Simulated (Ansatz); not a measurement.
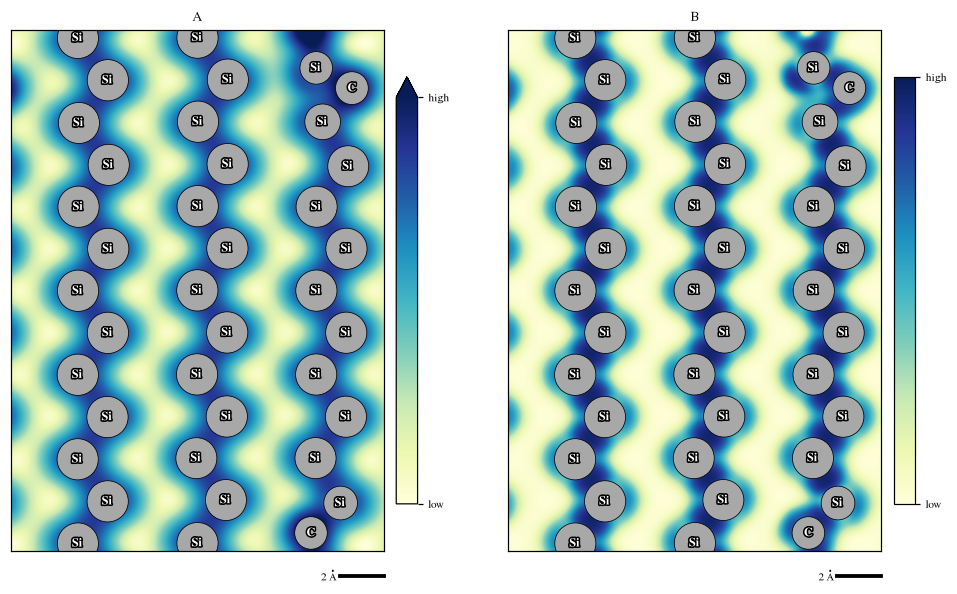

Si$_{215}$C$_{2}$ (cell with a defect): 2 fields on the (011̄) plane of the calculation cell, with unlabelled colour scales. Grey discs cover the atomic cores.

PAW files of the earlier set (soft_1); spin-polarised.

These are results of DFT PBE, scalar-relativistic, plane waves, PAW in Ansatz, not measurements.

Si$_{215}$C$_{2}$ (cell with a defect), 217 atoms, a = 16.41 Å, b = 16.41 Å, c = 16.41 Å, α = 90.00°, β = 90.00°, γ = 90.00°.

Match the panels to the quantities (electron localisation function and valence pseudo-density).

Panel A: valence pseudo-density. Panel B: electron localisation function. From the grid: Si–C (1.88 Å): ρ is about 0.86 e/Å³ halfway; the ELF peaks at about 0.90 between the atoms (a shared electron pair). Si–Si (2.35 Å): the density is about 0.58 e/Å³ at the midpoint; the ELF peaks at about 0.95 between the atoms.
